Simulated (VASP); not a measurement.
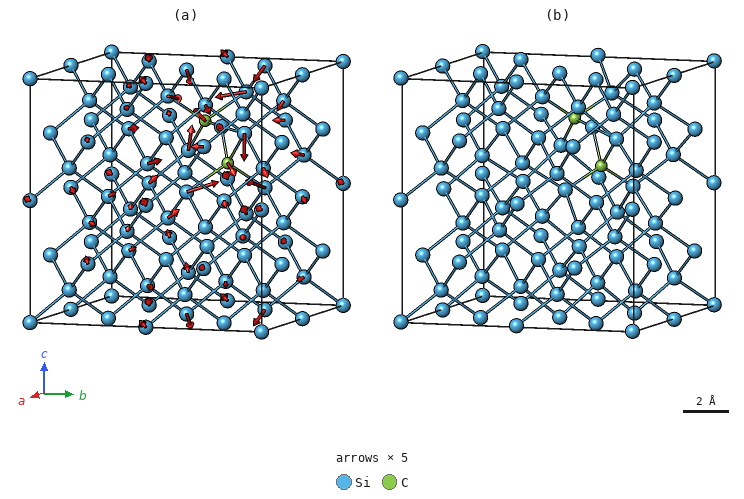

The structure of a defect cell of composition Si63C2 before (left) and after (right) a relaxation, at one scale. The red arrows give the displacements, 5 times their true length.

The picture is a ball-and-stick view of the cell of the calculation (origin shifted), seen slightly off an axis.

The run lets the atoms move in a fixed cell.

Computed with Kohn-Sham DFT of a periodic cell, PBE, VASP PAW PBE potentials, recommended in VASP 6.6.1.

The input:
```
PREC = Accurate ; ENCUT = 420
EDIFF = 1E-6 ; ISMEAR = -2
LREAL = Auto ; LASPH = True
NELM = 100 ; ALGO = Fast
ISIF = 2 ; LWAVE = False
LCHARG = False ; ISPIN = 2
MAGMOM = 0 0 0 0 0 0 0 0 0 0 0 0 0 0 0 0 0 0 0 0 0 0 0 0 0 0 0 0 0 0 0 0 0 0 0 0 0 0 0 0 0 0 0 0 0 0 0 0 0 0 0 0 0 0 0 0 0 0 0 0 0 0 0 0 0 ; LORBIT = 11
GGA = PE ; IBRION = 2
NSW = 30 ; EDIFFG = -0.015
NELECT = 260 ; ISYM = 0
NBANDS = 144 ; FERWE = 130*1.0 14*0.0
FERDO = 129*1.0 1.0 0.0 13*0.0 ; LUSENCCL = False
```

Launched with:
```bash
cat potpaw_PBE.64/Si/POTCAR potpaw_PBE.64/C/POTCAR > POTCAR
mpirun -np 1 vasp_gam > vasp.out
```

Describe what moved and what it gained.

Answer. The relaxation stopped without meeting its thresholds, so the last structure isn't shown to be converged. The energy falls by 2.499 eV per cell of the calculation in 29 geometry steps. The largest force component goes from 3.9 to 0.019 eV/Å. The largest moves, 0.31 Å, are those of Si atoms. By element the largest moves are Si 0.31 Å, C 0.25 Å. The cell stays as it was. Among the contacts that change: C–Si 2.297 → 1.959 Å, C–Si 2.297 → 2.039 Å, C–Si 2.297 → 2.068 Å, C–Si 1.693 → 1.880 Å. Among the angles between lasting bonds that change: Si–Si–Si 146.0° → 156.3°, C–Si–C 115.8° → 125.1°, Si–Si–Si 109.5° → 100.3°.
